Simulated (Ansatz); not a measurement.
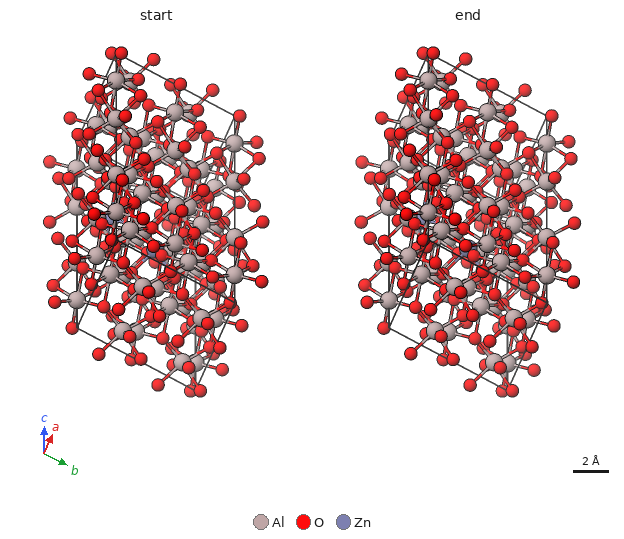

The structure of a defect cell of composition Al46O72Zn2 before (left) and after (right) a relaxation, at one scale.

A ball-and-stick model of the cell of the calculation, seen from a free direction.

The atoms of the start lie slightly off their symmetric places, so part of the fall in energy undoes that.

The calculation used DFT, PBEsol, PAW, plane waves in Ansatz. Settings: plane-wave cutoff 420 eV; k-point mesh 1 × 1 × 1; mesh shifted by (0.25, 0.25, 0.25); no spin polarisation; atoms relaxed in a fixed cell; force threshold 0.03 eV/Å; at most 80 steps.

> Summarise the run.

The largest move is that of an O atom, 0.14 Å roughly along [2 3 0]. Largest moves by element: O 0.14 Å, Zn 0.09 Å, Al 0.06 Å. The lattice vectors keep their values. Near-neighbour distances that change, for instance: O–Zn 1.940 → 2.120 Å, O–Zn 1.961 → 2.129 Å, O–Zn 1.811 → 1.945 Å, O–Zn 2.000 → 2.124 Å. Among the angles between lasting bonds that change: O–Al–O 85.2° → 91.9°, O–Zn–O 164.8° → 158.3°, O–Al–O 87.9° → 94.4°. Over 4 geometry steps the energy falls by 2.423 eV per cell of the calculation. The largest force component goes from 2.7 to 0.014 eV/Å. Cost: 6.8 s on 1 × NVIDIA GB200 with 8 threads of Arm Neoverse-V2, peak memory 1.9 GiB.
